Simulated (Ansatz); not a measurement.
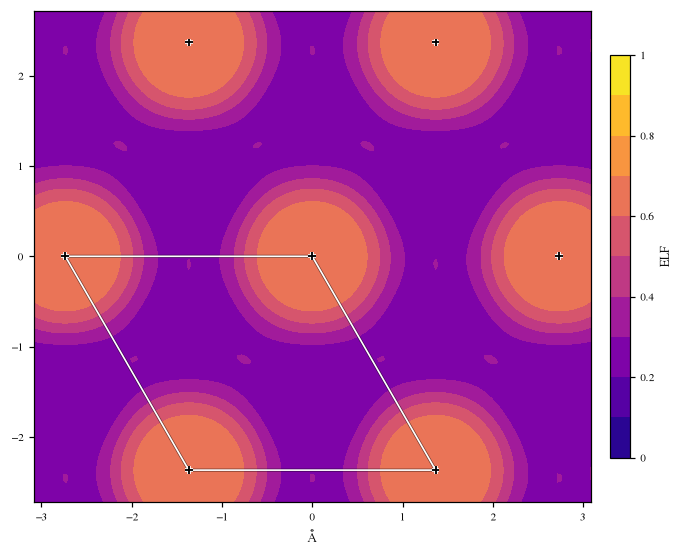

The ELF on a plane through atoms (crosses mark nuclei in the plane).

Level of theory: DFT r2SCAN, scalar-relativistic, plane waves, PAW (Ansatz 0.2.0).

Candidates:
A. GaN, a = 4.50 Å, b = 4.50 Å, c = 4.50 Å, α = 90.00°, β = 90.00°, γ = 90.00°. Space group F-43m; a structure from a database of computed crystals, not necessarily the ambient phase.
B. Pt, a = 2.73 Å, b = 2.73 Å, c = 4.77 Å, α = 90.00°, β = 90.00°, γ = 120.00°. Space group P6₃/mmc; a structure from a database of computed crystals, not necessarily the ambient phase.

Question: Which candidate gave the map?

Answer: Candidate B: Pt on the (001) plane of the conventional cell, which holds Pt. Pt–Pt (2.73 Å): the ELF is about 0.30 at the midpoint; no shared electron pair shows on this line.
